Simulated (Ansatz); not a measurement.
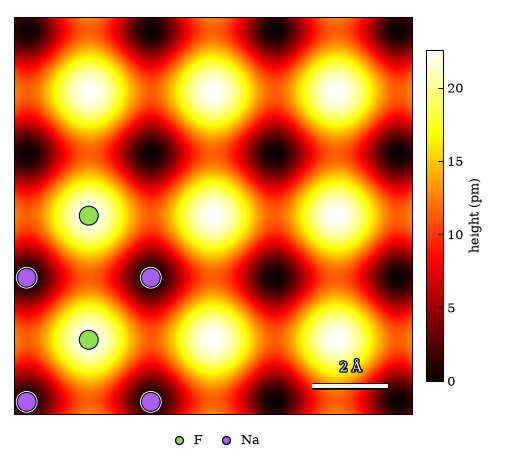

Constant-current image at a set point of 9.2 × 10⁻⁸ e/Å³ of NaF(100) (Fm-3m bulk, 5 atomic planes (those closer than 0.6 Å count as one), 9 Å, NaF-terminated), sample bias −3.05 V. The atoms seen from above are drawn over one corner (deeper ones smaller).

Tersoff–Hamann simulation (s-wave tip); biases are sample biases. Zero bias is put in the middle of the gap by convention. Bias windows are sharp sums over the levels of the k mesh.

All numbers here come from Ansatz, DFT PBE, scalar-relativistic, plane waves, PAW. Cutoff 600 eV, 18 × 18 k-points, Gaussian smearing 0.05 eV, dipole correction. The slab is a cut without reconstruction beyond its cell, at the source's lattice constants, with its lower half held fixed and the rest relaxed. No spin polarisation. The semilocal functional makes this wide gap too small, and with it the biases at which current sets in. The run couldn't confirm all of its levels under its output density.

Input file:

```yaml
crystal:
  lattice:
    - [3.28564237, 0.0, 0.0]
    - [0.0, 3.28564237, 0.0]
    - [0.0, 0.0, 29.2931997716]
  atoms:
    - { symbol: Na, position: [0.5, 0.5, 0.3413761582] }
    - { symbol: F, position: [0.0, 0.0, 0.3413761582] }
    - { symbol: Na, position: [0.0, 0.0, 0.4206880745] }
    - { symbol: F, position: [0.5, 0.5, 0.4206880745] }
    - { symbol: Na, position: [0.5, 0.5, 0.5011894743] }
    - { symbol: F, position: [0.0, 0.0, 0.5012345784] }
    - { symbol: Na, position: [0.0, 0.0, 0.5818737564] }
    - { symbol: F, position: [0.5, 0.5, 0.5816955792] }
    - { symbol: Na, position: [0.5, 0.5, 0.6616946853] }
    - { symbol: F, position: [0.0, 0.0, 0.662624051] }
basis:
  ecutwfc: 600.0
  fft_grid_basis: typed
kpoints:
  mp_grid: { grid: [18, 18, 1] }
hamiltonian:
  xc: pbe
  pseudopotentials: { kind: paw }
scf:
  occupations: { method: gaussian, width: 0.05 }
output:
  forces: true
  eigenvalues: true
  band_densities:
    - { e_range: [-4.8, -4.0] }
    - { e_range: [-4.0, -3.4] }
    - { e_range: [-3.4, -3.05] }
    - { e_range: [-3.05, 0.0] }
  band_residual_tolerance: 1.0e-05
  write_potential: true
  elf: true
  write_density: true
  volumetric_format: npy
efield:
  axis: 3
  dipole_correction: true
  ramp_width: 0.04
checkpoint:
  read: start.run
  write: ck
  compress: false
  write_wavefunctions: false
  write_every: 100000
```

Command:

```sh
ansatz run input.yaml --threads 1 --pin off --max-ram 2211MiB --backend cpu --events-out ev --progress --plain --runs-dir out
```

Cost without the relaxation before it: 5.2 min on 1 thread of Arm Neoverse N1 (shared host), peak memory 1.2 GiB.

Q: What lies under the maxima and minima of this image?

A: The brightest spots lie over the top F atoms; the darkest points are over the top Na atoms. The corrugation is 23 pm at a mean tip height of 5.0 Å.
